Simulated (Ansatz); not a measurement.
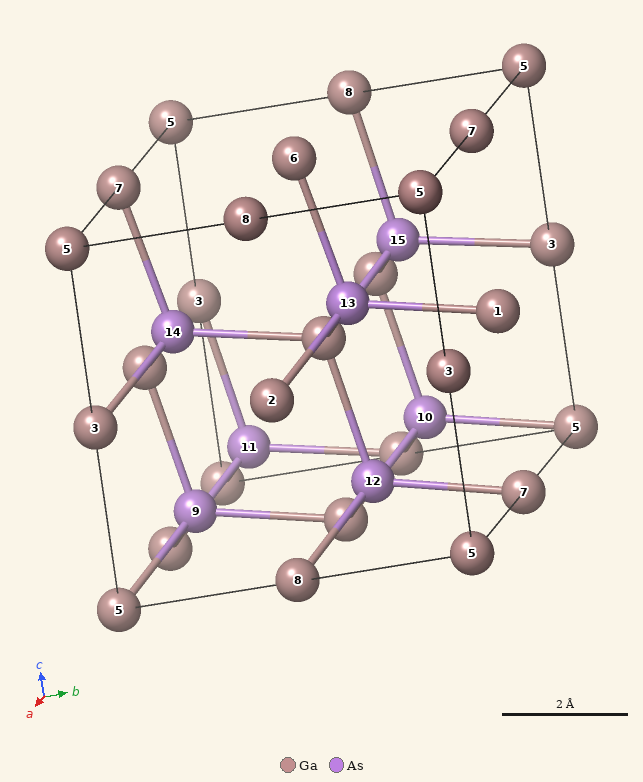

Figure 1. The structure as given in the input (ball-and-stick view of the cell of the calculation, set on other vectors, seen slightly off an axis; atoms are numbered from 1 in the order of the input). Near neighbours in the crystal (not all of them lie inside the picture): Ga has 3 As at 2.45 to 2.52 Å; Ga has 4 As at 2.44 to 2.54 Å; As has 4 Ga at 2.44 to 2.54 Å.

Run report: Ga8As7, geometry relaxation (part 1 of 3)

- system: Ga8As7 (P1, 15 atoms in the cell)
- method: DFT PBE, scalar-relativistic, plane waves, PAW, no spin polarisation (Ansatz 0.2.0)

The structure was built on a prototype by a generator; it need not be a known phase. It belongs to a series of runs on one base structure; here: 1 of 8 As atoms taken out at random. Figures and captions count atoms from 1; the log counts them from 0 in places.

**Output**
```
Engine: ansatz 0.2.0, x86_64-unknown-linux-gnu
Pseudopotentials: kind: paw
Pseudopotential: Ga, paw, valence charge 13, recommended cutoff 420 eV (normal), Ga.paw.azcp
Pseudopotential: As, paw, valence charge 15, recommended cutoff 420 eV (normal), As.paw.azcp
Functional definition: PBE
  parameter kappa = 0.804
  parameter beta = 0.06672455060314922
  exchange = pbe_x(kappa = kappa, mu = beta*pi^2/3)
  correlation = pbe_c(beta = beta)
Crystal: 15 atoms, lattice volume = 379.304 Å³
Basis set: ecut = 420 eV, 7391 PW (Γ), exchange–correlation on 120×120×120 points (8 copies of the dense FFT grid, shifted against one another)
Bands: 126, of which v1, the nominal top of the filled ones, is band 105 counted from 1 (104 counted from 0)
Symmetry: 1 space group operations
k-points: 4 of 8 (time reversal used)
Non-local potential: Ga, projectors of the file, l = 0: 2, l = 1: 2, l = 2: 3, l = 3: 1
Non-local potential: As, projectors of the file, l = 0: 2, l = 1: 2, l = 2: 3, l = 3: 1
PAW form: soft (Blöchl's): semilocal exchange-correlation on the pseudo side does not see the compensation charge
PAW one-centre angular grid: Ga, 590 points (default); XC on 64 Gauss nodes
PAW one-centre angular grid: As, 590 points (default); XC on 64 Gauss nodes
Initial density: superposition of atomic densities (neutral atoms: chi_scale 0, normalization atom), corrected by the library's trained network
Initial wavefunctions: pseudopotential atomic-orbital guess
Functional: x = pbe(κ = 0.804, μ = 0.2195149727645171), c = pbe(β = 0.06672455060314922)
SCF iter   1: F=—  HF=-64259.923354 eV  |F-HF|=—  |Δ(HF+E_count)|=         —  Δρ=3.50e-3  dr2=9.98e-2  ethr=1.77e-3  ⟨swp⟩=5.2  Hψ=1750  notcnv=0  defer=5
preconditioner: auto → LDOS  [insulator: Δε(μ)=0.221 eV  Ē_g=14.246 eV  σ=0.100 eV  W_gap=0.56  n_scr=112 (ndim 8)  ℏωp=22.5 eV  f_vac=0.093  D(μ)=7.32/eV (n_scr^D=50)  ε∞_Penn≈3.5  β→1.0]
SCF iter   2: F=—  HF=-64259.903600 eV  |F-HF|=—  |Δ(HF+E_count)|=   1.98e-2  Δρ=2.02e-3  dr2=3.02e-2  ethr=4.78e-5  ⟨swp⟩=2.0  Hψ=840  notcnv=0  defer=24
SCF iter   3: F=—  HF=-64259.903851 eV  |F-HF|=—  |Δ(HF+E_count)|=   2.51e-4  Δρ=1.60e-3  dr2=2.26e-2  ethr=1.45e-5  ⟨swp⟩=2.0  Hψ=731  notcnv=0  defer=24
SCF iter   4: F=—  HF=-64259.896274 eV  |F-HF|=—  |Δ(HF+E_count)|=   7.58e-3  Δρ=5.75e-4  dr2=4.59e-3  ethr=1.08e-5  ⟨swp⟩=2.0  Hψ=723  notcnv=0  defer=24
SCF iter   5: F=—  HF=-64259.895745 eV  |F-HF|=—  |Δ(HF+E_count)|=   5.30e-4  Δρ=2.81e-4  dr2=8.77e-4  ethr=2.20e-6  ⟨swp⟩=2.0  Hψ=795  notcnv=0  defer=24
SCF iter   6: F=—  HF=-64259.895555 eV  |F-HF|=—  |Δ(HF+E_count)|=   1.89e-4  Δρ=1.50e-4  dr2=2.33e-4  ethr=4.19e-7  ⟨swp⟩=2.0  Hψ=830  notcnv=0  defer=24
SCF iter   7: F=—  HF=-64259.895524 eV  |F-HF|=—  |Δ(HF+E_count)|=   3.17e-5  Δρ=6.96e-5  dr2=4.77e-5  ethr=1.12e-7  ⟨swp⟩=2.0  Hψ=819  notcnv=0  defer=24
SCF iter   8: F=—  HF=-64259.895493 eV  |F-HF|=—  |Δ(HF+E_count)|=   3.09e-5  Δρ=3.22e-5  dr2=1.20e-5  ethr=2.28e-8  ⟨swp⟩=2.0  Hψ=771  notcnv=0  defer=15
SCF iter   9: F=—  HF=-64259.895492 eV  |F-HF|=—  |Δ(HF+E_count)|=   2.93e-7  Δρ=1.47e-5  dr2=1.84e-6  ethr=5.76e-9  ⟨swp⟩=2.0  Hψ=823  notcnv=0  defer=15
SCF iter  10: F=—  HF=-64259.895493 eV  |F-HF|=—  |Δ(HF+E_count)|=   6.32e-7  Δρ=6.68e-6  dr2=2.81e-7  ethr=8.82e-10  ⟨swp⟩=2.0  Hψ=824  notcnv=0  defer=15
SCF iter  11: F=—  HF=-64259.895493 eV  |F-HF|=—  |Δ(HF+E_count)|=   1.10e-7  Δρ=4.11e-6  dr2=1.25e-7  ethr=4.78e-11  ⟨swp⟩=10.0  Hψ=2327  notcnv=0
SCF iter  12: F=-64259.895493 eV  HF=-64259.895493 eV  |F-HF|=1.75e-8  |Δ(HF+E_count)|=   3.12e-8  Δρ=1.91e-6  dr2=3.42e-8  ethr=4.78e-11  ⟨swp⟩=4.0  Hψ=1632  notcnv=0
SCF 1 converged in 12 iterations: F = -64259.895493 eV  dr2 = 3.42e-8
  greatest PAW one-centre occupation: 0.999 electrons in one spin orbital (limit 2), on the As atom at site 14 (counted from 0), in its partial waves of l = 2
relax step   1: F+E_penalty+E_count = -64259.89549317 eV  Δ(F+E_penalty+E_count) = +0.000e0 eV  max|allowed force component| = 4.730e-1 eV/Å  Δτ_max = 0.0000 Å  P = -0.257 GPa  Ω = 379.304 Å³  (12 SCF iters, dr2 threshold 1.00e-7 eV, accepted)
Crystal: 15 atoms, lattice volume = 370.358 Å³
Basis set: ecut = 420 eV, 7221 PW (Γ), exchange–correlation on 120×120×120 points (8 copies of the dense FFT grid, shifted against one another)
Initial density: handed on by an earlier stage of this run
Initial wavefunctions: those handed on with the density
iter 1 solved again at ethr=7.76e-5 eV; its pass at ethr=3.10e-3 eV (dr2=1.62e-1 eV) is discarded
SCF iter   1: F=—  HF=-64260.139474 eV  |F-HF|=—  |Δ(HF+E_count)|=         —  Δρ=7.85e-3  dr2=1.64e-1  ethr=7.76e-5  ⟨swp⟩=2.8  Hψ=2128  notcnv=0
preconditioner: auto → LDOS  [metal: Δε(μ)=0.017 eV  Ē_g=14.290 eV  σ=0.100 eV  W_gap=0.09  n_scr=100 (ndim 8)  ℏωp=22.7 eV  f_vac=0.069  D(μ)=6.73/eV (n_scr^D=28)  β→1.0]
SCF iter   2: F=—  HF=-64260.141186 eV  |F-HF|=—  |Δ(HF+E_count)|=   1.71e-3  Δρ=3.50e-3  dr2=1.62e-1  ethr=7.76e-5  ⟨swp⟩=3.8  Hψ=982  notcnv=0
SCF iter   3: F=—  HF=-64260.102003 eV  |F-HF|=—  |Δ(HF+E_count)|=   3.92e-2  Δρ=9.32e-4  dr2=1.05e-2  ethr=7.76e-5  ⟨swp⟩=2.8  Hψ=731  notcnv=0
SCF iter   4: F=—  HF=-64260.100258 eV  |F-HF|=—  |Δ(HF+E_count)|=   1.74e-3  Δρ=4.69e-4  dr2=2.37e-3  ethr=5.04e-6  ⟨swp⟩=2.0  Hψ=782  notcnv=0
SCF iter   5: F=—  HF=-64260.099913 eV  |F-HF|=—  |Δ(HF+E_count)|=   3.46e-4  Δρ=3.00e-4  dr2=1.14e-3  ethr=1.13e-6  ⟨swp⟩=2.0  Hψ=762  notcnv=0
SCF iter   6: F=—  HF=-64260.099684 eV  |F-HF|=—  |Δ(HF+E_count)|=   2.29e-4  Δρ=1.89e-4  dr2=4.32e-4  ethr=5.47e-7  ⟨swp⟩=2.0  Hψ=751  notcnv=0
SCF iter   7: F=—  HF=-64260.099588 eV  |F-HF|=—  |Δ(HF+E_count)|=   9.60e-5  Δρ=8.32e-5  dr2=6.06e-5  ethr=2.07e-7  ⟨swp⟩=2.0  Hψ=747  notcnv=0
SCF iter   8: F=—  HF=-64260.099583 eV  |F-HF|=—  |Δ(HF+E_count)|=   4.51e-6  Δρ=3.37e-5  dr2=7.86e-6  ethr=2.90e-8  ⟨swp⟩=2.0  Hψ=751  notcnv=0
SCF iter   9: F=-64260.099583 eV  HF=-64260.099584 eV  |F-HF|=1.58e-7  |Δ(HF+E_count)|=   2.57e-7  Δρ=1.35e-5  dr2=1.15e-6  ethr=7.18e-10  ⟨swp⟩=5.8  Hψ=2626  notcnv=0
SCF 2 converged in 9 iterations: F = -64260.099583 eV  dr2 = 1.15e-6
  greatest PAW one-centre occupation: 0.999 electrons in one spin orbital (limit 2), on the As atom at site 10 (counted from 0), in its partial waves of l = 2
relax step   2: F+E_penalty+E_count = -64260.09958341 eV  Δ(F+E_penalty+E_count) = -2.041e-1 eV  max|allowed force component| = 1.566e-1 eV/Å  Δτ_max = 0.1948 Å  P = -0.050 GPa  Ω = 370.358 Å³  energy of the carried Pulay correction = +1.682e-3 eV  (9 SCF iters, dr2 threshold 1.50e-6 eV, accepted)
[... from here on the SCF iterations and repeated set-up lines of each step are left out, up to the last step ...]
SCF 3 converged in 8 iterations: F = -64260.131310 eV  dr2 = 5.70e-7
relax step   3: F+E_penalty+E_count = -64260.13130981 eV  Δ(F+E_penalty+E_count) = -3.173e-2 eV  max|allowed force component| = 1.433e-1 eV/Å  Δτ_max = 0.0818 Å  P = +0.010 GPa  Ω = 370.758 Å³  energy of the carried Pulay correction = +1.606e-3 eV  (8 SCF iters, dr2 threshold 1.50e-6 eV, accepted)
SCF 4 converged in 9 iterations: F = -64260.172835 eV  dr2 = 5.68e-7
relax step   4: F+E_penalty+E_count = -64260.17283457 eV  Δ(F+E_penalty+E_count) = -4.152e-2 eV  max|allowed force component| = 1.688e-1 eV/Å  Δτ_max = 0.2000 Å  P = +0.051 GPa  Ω = 370.634 Å³  energy of the carried Pulay correction = +1.629e-3 eV  (9 SCF iters, dr2 threshold 1.28e-6 eV, accepted)
SCF 5 converged in 8 iterations: F = -64260.194997 eV  dr2 = 1.46e-6
relax step   5: F+E_penalty+E_count = -64260.19499672 eV  Δ(F+E_penalty+E_count) = -2.216e-2 eV  max|allowed force component| = 1.584e-1 eV/Å  Δτ_max = 0.1536 Å  P = +0.004 GPa  Ω = 370.278 Å³  energy of the carried Pulay correction = +1.697e-3 eV  (8 SCF iters, dr2 threshold 1.50e-6 eV, accepted)
SCF 6 converged in 7 iterations: F = -64260.207455 eV  dr2 = 1.33e-6
relax step   6: F+E_penalty+E_count = -64260.20745524 eV  Δ(F+E_penalty+E_count) = -1.246e-2 eV  max|allowed force component| = 5.160e-2 eV/Å  Δτ_max = 0.0394 Å  P = +0.029 GPa  Ω = 369.679 Å³  energy of the carried Pulay correction = +1.811e-3 eV  (7 SCF iters, dr2 threshold 1.50e-6 eV, accepted)
SCF 7 converged in 8 iterations: F = -64260.213729 eV  dr2 = 7.43e-8
relax step   7: F+E_penalty+E_count = -64260.21372929 eV  Δ(F+E_penalty+E_count) = -6.274e-3 eV  max|allowed force component| = 8.025e-2 eV/Å  Δτ_max = 0.0355 Å  P = +0.022 GPa  Ω = 369.537 Å³  energy of the carried Pulay correction = +1.838e-3 eV  (8 SCF iters, dr2 threshold 1.66e-7 eV, accepted)
SCF 8 converged in 7 iterations: F = -64260.229437 eV  dr2 = 2.57e-7
relax step   8: F+E_penalty+E_count = -64260.22943700 eV  Δ(F+E_penalty+E_count) = -1.571e-2 eV  max|allowed force component| = 1.406e-1 eV/Å  Δτ_max = 0.0578 Å  P = +0.024 GPa  Ω = 369.460 Å³  energy of the carried Pulay correction = +1.853e-3 eV  (7 SCF iters, dr2 threshold 4.03e-7 eV, accepted)
SCF 9 converged in 6 iterations: F = -64260.261602 eV  dr2 = 8.41e-7
relax step   9: F+E_penalty+E_count = -64260.26160191 eV  Δ(F+E_penalty+E_count) = -3.216e-2 eV  max|allowed force component| = 1.683e-1 eV/Å  Δτ_max = 0.0954 Å  P = +0.034 GPa  Ω = 369.511 Å³  energy of the carried Pulay correction = +1.843e-3 eV  (6 SCF iters, dr2 threshold 1.24e-6 eV, accepted)
SCF 10 converged in 7 iterations: F = -64260.313288 eV  dr2 = 3.37e-7
relax step  10: F+E_penalty+E_count = -64260.31328806 eV  Δ(F+E_penalty+E_count) = -5.169e-2 eV  max|allowed force component| = 9.341e-2 eV/Å  Δτ_max = 0.1949 Å  P = -0.033 GPa  Ω = 370.554 Å³  energy of the carried Pulay correction = +1.644e-3 eV  (7 SCF iters, dr2 threshold 1.50e-6 eV, accepted)
SCF 11 converged in 8 iterations: F = -64260.102822 eV  dr2 = 1.26e-7
relax step  11: F+E_penalty+E_count = -64260.10282206 eV  Δ(F+E_penalty+E_count) = +2.105e-1 eV  max|allowed force component| = 6.785e-1 eV/Å  Δτ_max = 0.1964 Å  P = -0.004 GPa  Ω = 374.675 Å³  energy of the carried Pulay correction = +8.652e-4 eV  (8 SCF iters, dr2 threshold 5.45e-7 eV, rejected (line search))
SCF 12 converged in 10 iterations: F = -64260.304042 eV  dr2 = 2.63e-9
relax step  12: F+E_penalty+E_count = -64260.30404209 eV  Δ(F+E_penalty+E_count) = +9.246e-3 eV  max|allowed force component| = 7.280e-2 eV/Å  Δτ_max = 0.0766 Å  P = +0.822 GPa  Ω = 365.051 Å³  energy of the carried Pulay correction = +2.698e-3 eV  (10 SCF iters, rejected (line search))
SCF 13 converged in 9 iterations: F = -64260.322460 eV  dr2 = 1.12e-9
relax step  13: F+E_penalty+E_count = -64260.32245980 eV  Δ(F+E_penalty+E_count) = -9.172e-3 eV  max|allowed force component| = 3.931e-2 eV/Å  Δτ_max = 0.0373 Å  P = +0.051 GPa  Ω = 370.292 Å³  energy of the carried Pulay correction = +1.694e-3 eV  (9 SCF iters, accepted)
SCF 14 converged in 9 iterations: F = -64260.322126 eV  dr2 = 1.38e-9
relax step  14: F+E_penalty+E_count = -64260.32212588 eV  Δ(F+E_penalty+E_count) = +3.339e-4 eV  max|allowed force component| = 6.102e-2 eV/Å  Δτ_max = 0.0973 Å  P = -0.080 GPa  Ω = 371.095 Å³  energy of the carried Pulay correction = +1.542e-3 eV  (9 SCF iters, rejected (line search))
SCF 15 converged in 8 iterations: F = -64260.326136 eV  dr2 = 4.06e-9
relax step  15: F+E_penalty+E_count = -64260.32613558 eV  Δ(F+E_penalty+E_count) = -3.676e-3 eV  max|allowed force component| = 2.009e-2 eV/Å  Δτ_max = 0.0475 Å  P = +0.017 GPa  Ω = 370.859 Å³  energy of the carried Pulay correction = +1.586e-3 eV  (8 SCF iters, accepted)
Basis set: ecut = 420 eV, 7275 PW (Γ), exchange–correlation on 108×108×120 points (8 copies of the dense FFT grid, shifted against one another)
Initial wavefunctions: pseudopotential atomic-orbital guess (no wavefunctions were taken with the density)
iter 1 solved again at ethr=2.44e-7 eV; its pass at ethr=3.10e-3 eV (dr2=5.10e-4 eV) is discarded
SCF iter   1: F=—  HF=-64260.323373 eV  |F-HF|=—  |Δ(HF+E_count)|=         —  Δρ=1.16e-4  dr2=1.67e-6  ethr=2.44e-7  ⟨swp⟩=2.0  Hψ=2802  notcnv=0
preconditioner: auto → Resta (q_TF=auto, 2.480 Å⁻¹)  ε∞=3.5  [insulator: Δε(μ)=0.886 eV  Ē_g=14.243 eV  σ=0.100 eV  W_gap=1.00  n_scr=104 (ndim 8)  ℏωp=22.7 eV  f_vac=0.084  D(μ)=0.00/eV (n_scr^D=0)  ε∞_Penn≈3.5]
SCF iter   2: F=—  HF=-64260.324236 eV  |F-HF|=—  |Δ(HF+E_count)|=   8.63e-4  Δρ=6.13e-5  dr2=9.99e-7  ethr=7.98e-10  ⟨swp⟩=2.0  Hψ=922  notcnv=0
SCF iter   3: F=—  HF=-64260.324519 eV  |F-HF|=—  |Δ(HF+E_count)|=   2.83e-4  Δρ=1.56e-5  dr2=3.70e-8  ethr=4.78e-10  ⟨swp⟩=2.0  Hψ=776  notcnv=0
SCF iter   4: F=-64260.324540 eV  HF=-64260.324540 eV  |F-HF|=5.25e-8  |Δ(HF+E_count)|=   2.09e-5  Δρ=1.30e-6  dr2=3.28e-9  ethr=2.58e-12  ⟨swp⟩=3.8  Hψ=2160  notcnv=0
SCF 16 converged in 4 iterations: F = -64260.324540 eV  dr2 = 3.28e-9
relax step  16: F+E_penalty+E_count = -64260.32454001 eV  Δ(F+E_penalty+E_count) = +1.596e-3 eV  max|allowed force component| = 2.011e-2 eV/Å  Δτ_max = 0.0000 Å  P = +0.017 GPa  Ω = 370.859 Å³  stress off target by 3.93e-2 GPa  SCF on the basis re-selected at this cell (its energy is not comparable with the rows above)  (4 SCF iters)
```

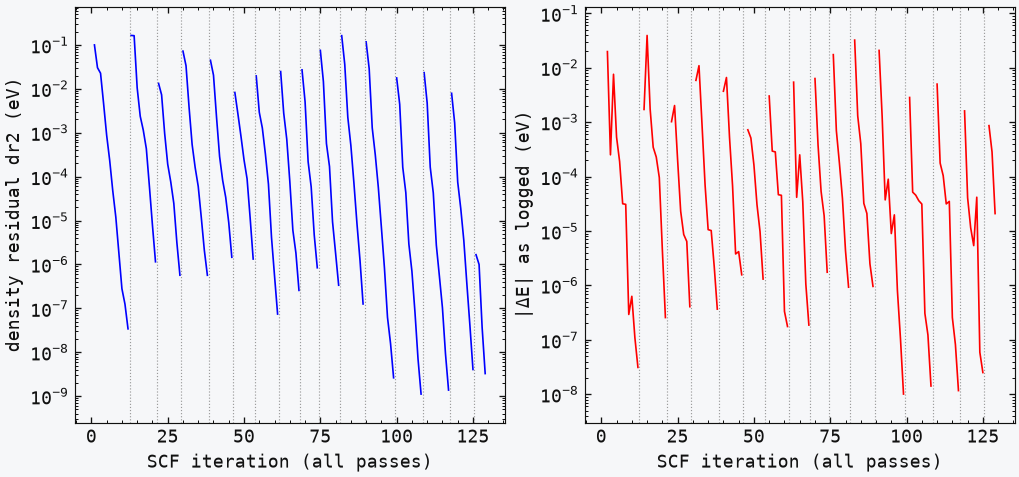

Figure 2. Convergence of the self-consistent field: density residual dr2 and size of the energy change against the SCF iteration. The dotted lines part the SCF passes of the relaxation: geometry steps, rejected trials and re-solves on a re-selected basis. The 16 passes take 4 to 12 iterations each, 129 in all.

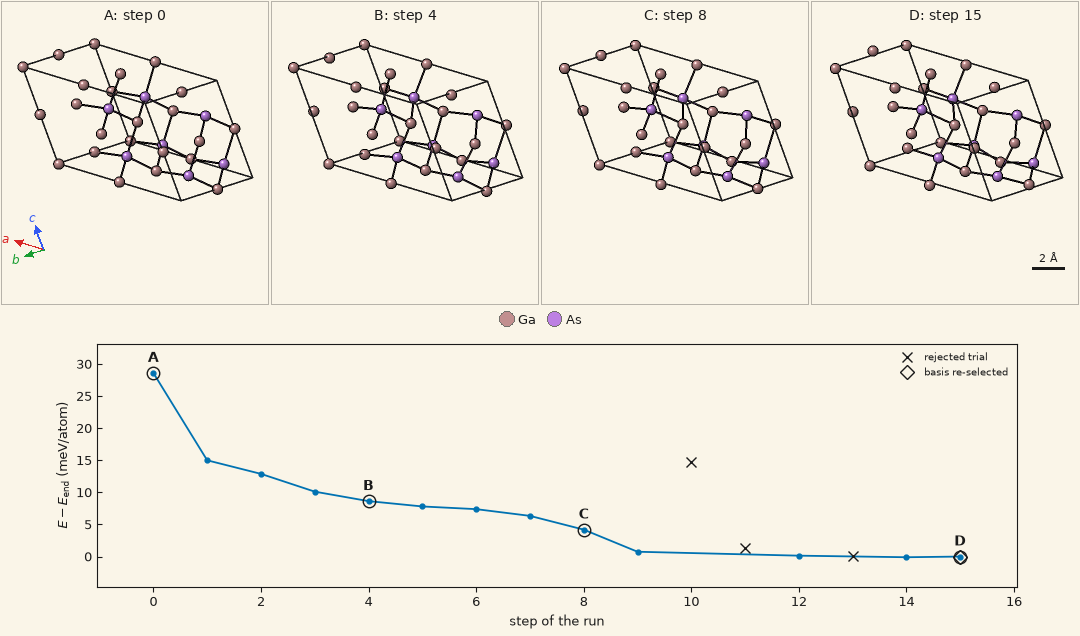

Figure 3. Frames of the relaxation (ball-and-stick view of the cell of the calculation (origin shifted), seen at an oblique angle) above the curves, on which the letters mark them (the first geometry is step 0 here and step 1 in the log).
